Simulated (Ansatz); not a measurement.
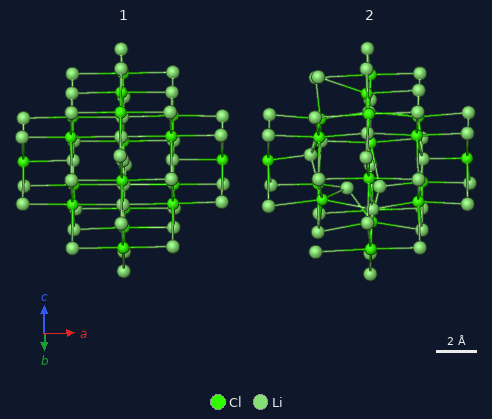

Two geometries of a defect cell of composition Cl₃₂Li₃₂, drawn at one scale. One is the start of a relaxation, the other its converged end. The picture is a ball-and-stick view of the atoms within 5.8 Å of the atom that moves most (axes of the cell of the calculation (origin shifted)), seen from a free direction.

Computed with DFT, PBEsol, PAW, plane waves (Ansatz 0.2.0). Set-up: plane-wave cutoff 420 eV; k-point mesh 1 × 1 × 1; mesh shifted by (0.25, 0.25, 0.25); no spin polarisation; atoms relaxed in a fixed cell; force threshold 0.03 eV/Å; at most 80 steps.

Which one is relaxed?

Answer. Structure 2 is the relaxed one. After 17 geometry steps the energy has fallen by 7.447 eV per cell of the calculation. Largest force component: 2.5 eV/Å at the start, 0.012 eV/Å at the end. A Li atom moves most: 1.86 Å along [−1 1 −1]. By element the largest moves are Li 1.86 Å, Cl 0.91 Å. The cell stays as it was. Some distances before and after: Li–Li 2.540 → 4.173 Å, Li–Li 2.498 → 4.068 Å, Cl–Li 3.594 → 2.146 Å, Cl–Li 3.615 → 2.175 Å. New bonds form: Cl–Li (3.55 → 2.18 Å), Cl–Li (3.59 → 2.15 Å), Cl–Li (3.61 → 2.18 Å). Bonds break: Cl–Li (2.51 → 3.29 Å). Among the angles between lasting bonds that change: Cl–Li–Cl 178.6° → 143.0°, Li–Cl–Li 89.6° → 117.4°, Cl–Li–Cl 178.4° → 151.0°.
